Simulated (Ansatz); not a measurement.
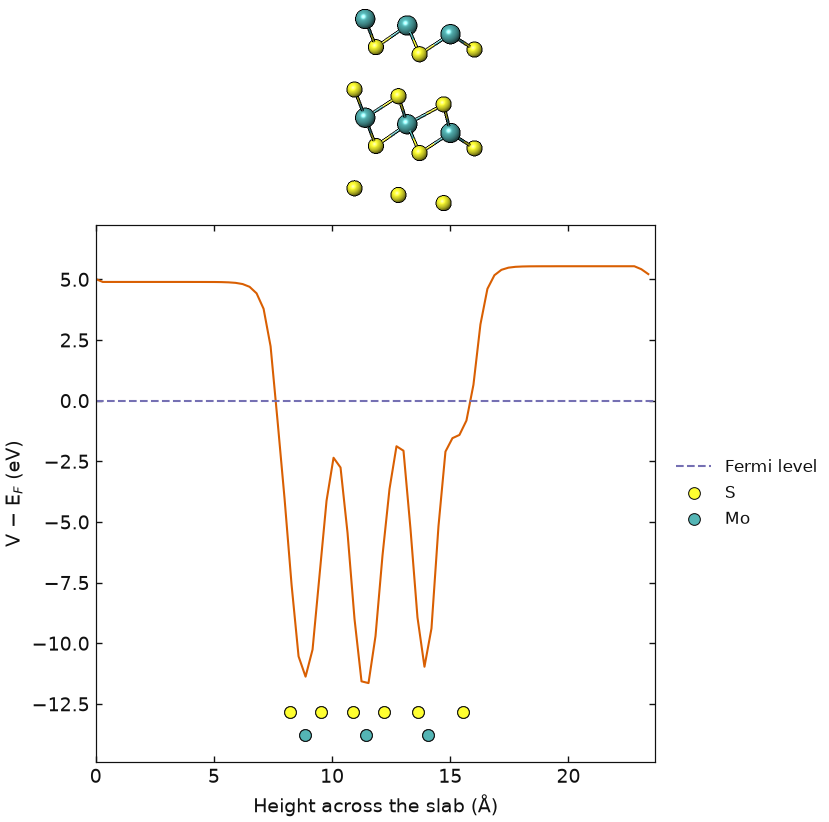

Plane-averaged electrostatic potential energy of an electron across the slab; circles at the bottom mark the heights of the atoms (positions after relaxation). The structure is drawn too.

System: a (101) slab cut from MoS₂ (R-3m), ended by S planes, 18 atoms in the cell. Starting structure of the relaxation:

```
S Mo
1.0
     6.26692    0.00000    0.00000
    -1.56673    6.02717    0.00000
     0.00000    0.00000   23.67333
S Mo
12 6
Cartesian
  1.5667 4.7139 8.5000
  4.7002 4.7139 8.5000
  3.1335 2.1278 9.8075
  0.0000 2.1278 9.8075
  3.1335 5.1212 11.1829
  0.0000 5.1212 11.1829
  4.7002 2.5350 12.4904
  1.5667 2.5350 12.4904
  4.7002 5.5285 13.8658
  1.5667 5.5285 13.8658
  0.0000 2.9423 15.1733
  3.1335 2.9423 15.1733
  1.5667 0.4073 9.1537
  4.7002 0.4073 9.1537
  3.1335 0.8145 11.8367
  0.0000 0.8145 11.8367
  4.7002 1.2218 14.5196
  1.5667 1.2218 14.5196
```

Ansatz; DFT PBE+D3(BJ), scalar-relativistic, plane waves, PAW, no spin polarisation, 5×5×1 k mesh, 420 eV cutoff.

> What is the work function?

The work function is 5.55 eV at the right face and 4.90 eV at the left.

> Do the two faces differ, and what does that say about the slab's dipole?

The vacuum level is 0.65 eV higher at the right than at the left, so the slab carries a dipole along its normal; the ramp in the vacuum, at or near the edge of the plot, is the dipole correction that keeps each side flat. Some atoms were held fixed in the relaxation, which can itself make the faces differ.

> How thick are slab and vacuum?

The outermost atoms are 7.3 Å apart, which leaves 16.4 Å of vacuum in a cell 23.7 Å high.
